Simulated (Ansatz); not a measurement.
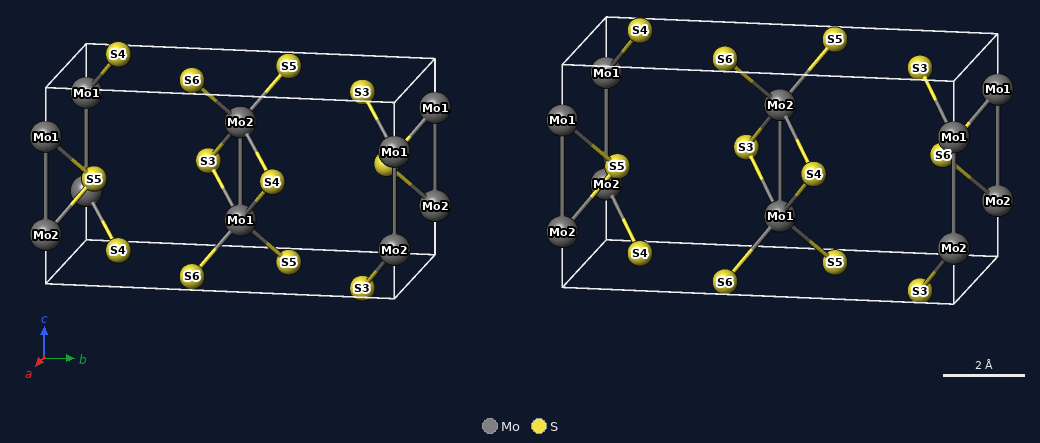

Two geometries of crystalline MoS2 (built on the SiS2-72 type type), drawn at one scale. One is the start of a relaxation, the other its converged end. Style: ball-and-stick. Shown: the conventional cell (2 times the calculation's cell), slightly off an axis. Lengths and directions refer to the drawn axes.

Computed with DFT, PBEsol, plane waves, PAW in Ansatz. Set-up: plane-wave cutoff 420 eV; k-point mesh 6 × 6 × 6; occupations fermi dirac; smearing width 0.03 eV; no spin polarisation; cell and atoms relaxed; force threshold 0.01 eV/Å; at most 120 steps.

Which of the two is the end point?

The right one is the relaxed one. The largest moves relative to the cell, 0.23 Å, are those of S3, S4, S5 and S6. S3 goes along −a. Mo stays in place. Cell: a 5.169 → 5.596 Å (+8.3 %), b 8.830 → 9.909 Å (+12.2 %), c 4.989 → 5.667 Å (+13.6 %). Volume +38.0 %. Near-neighbour distances that change, for instance: S3–S4 2.912 → 3.527 Å, Mo1–S3 1.917 → 2.262 Å, Mo1–Mo2 2.494 → 2.834 Å. Among the angles between lasting bonds that change: S3–Mo1–S5 114.2° → 106.1°, S3–Mo1–S6 115.9° → 120.5°, Mo1–S3–Mo2 81.2° → 77.6°. The space group stays Ibam (No. 72). After 11 accepted moves (13 points after the start) the energy has fallen by 2373 meV per atom. The largest force component goes from 13 to 0.00074 eV/Å. The pressure goes from 94.88 to −0.01 GPa. At 2 points the geometry stayed and the basis and grid were re-selected for the new cell (energy shift of 3.6 meV per atom at most each time).
